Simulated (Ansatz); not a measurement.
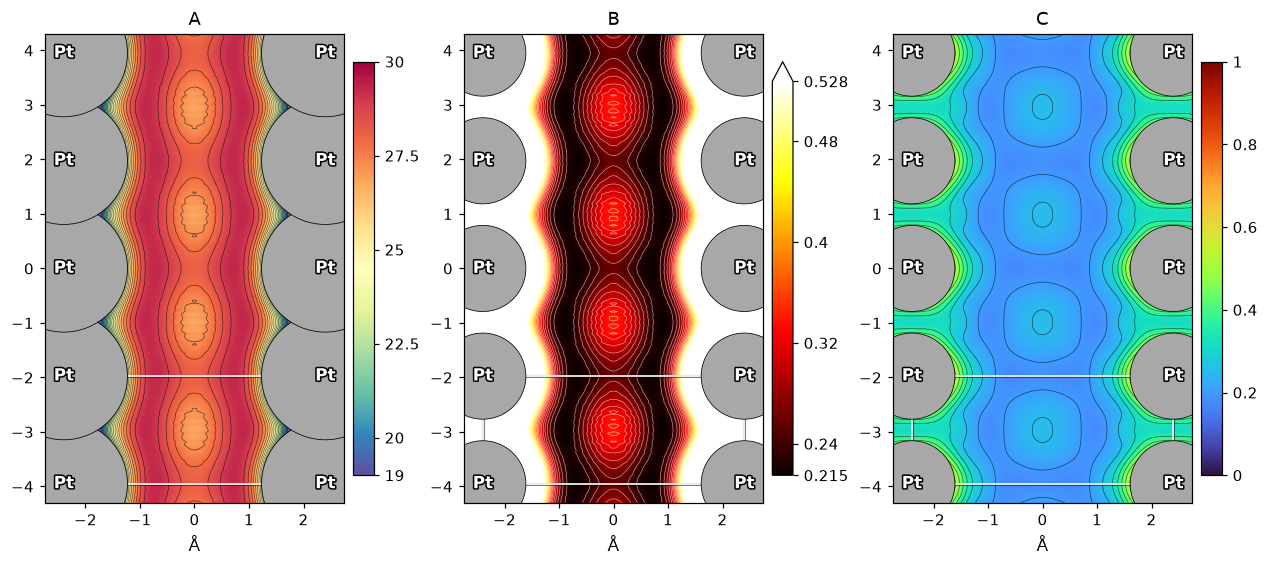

Pt: 3 fields on the (010) plane of the conventional cell, with unlabelled colour scales. Grey discs cover the atomic cores.

Space group R-3m; a structure from a database of computed crystals, not necessarily the ambient phase; computed pressure about 198 GPa in this cell; PAW files of the earlier set (soft_1).

Theory: DFT LDA, scalar-relativistic, plane waves, PAW (Ansatz 0.2.0).

```
CELL_PARAMETERS angstrom
3.39201 0.00000 -3.39201
-3.39201 3.39201 0.00000
1.14056 1.14056 1.14056
ATOMIC_POSITIONS crystal
Pt 0.00000 0.00000 0.00000
Pt 0.66667 0.33333 0.33333
Pt 0.33333 0.66667 0.66667
```

Which field does each panel show? The fields are: electron localisation function, electrostatic potential energy of an electron and valence pseudo-density.

Answer. Panel A: electrostatic potential energy of an electron (low next to the atoms, rising into the space between them). Panel B: valence pseudo-density. Panel C: electron localisation function.
